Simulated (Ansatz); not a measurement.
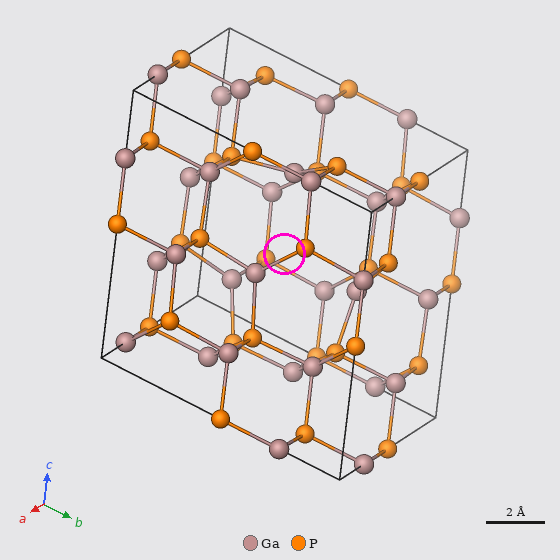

Structure drawing (ball-and-stick), viewed slightly off an axis. One supercell is framed, with atoms on its boundary repeated. The host is GaP, in a cell of 32 sites, and the cell carries a charge of +3. A ring marks the defect's site.

### Where does the cell differ from the host, and how?

A phosphorus vacancy. Around the empty site lie four Ga at about 2.9 Å.

All computed values are from DFT PBEsol, scalar-relativistic, plane waves, PAW in Ansatz. Settings: a 420 eV plane-wave basis, k-point mesh 2×2×2, Gaussian smearing of 0.02 eV, collinear spins.

### Does the cell have a net magnetic moment?

No net moment.

The atoms were relaxed in the host's cell with DFT PBEsol, scalar-relativistic, plane waves, PAW (Ansatz 0.2.0).
